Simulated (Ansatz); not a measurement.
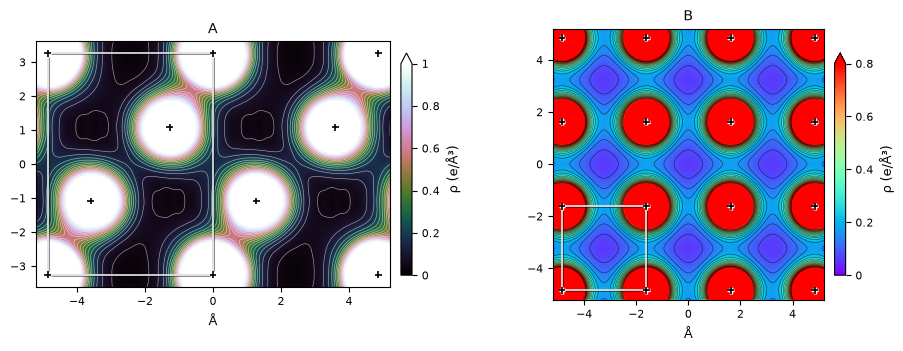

The valence electron density of 2 systems, each on a plane through atoms (crosses mark nuclei in the plane).

All numbers below come from DFT PBEsol, scalar-relativistic, plane waves, PAW (Ansatz).

System 1: PtSe₂, the (110) plane of the conventional cell. Space group P-3m1.

System 2: Sn, the (001) plane of the conventional cell. Space group I4/mmm.

```
CELL_PARAMETERS angstrom
3.23465 0.00000 0.00000
0.00000 3.23465 0.00000
0.00000 0.00000 5.06776
ATOMIC_POSITIONS crystal
Sn 0.00000 0.00000 0.00000
Sn 0.50000 0.50000 0.50000
```

Q: Which map belongs to which system?

A: Panel A is system 1, PtSe₂: the plane holds Pt and Se. Pt–Se (2.51 Å): ρ at the midpoint is about 0.57 e/Å³. Panel B is system 2, Sn: the plane holds Sn. Sn–Sn (3.23 Å): ρ is about 0.17 e/Å³ halfway.
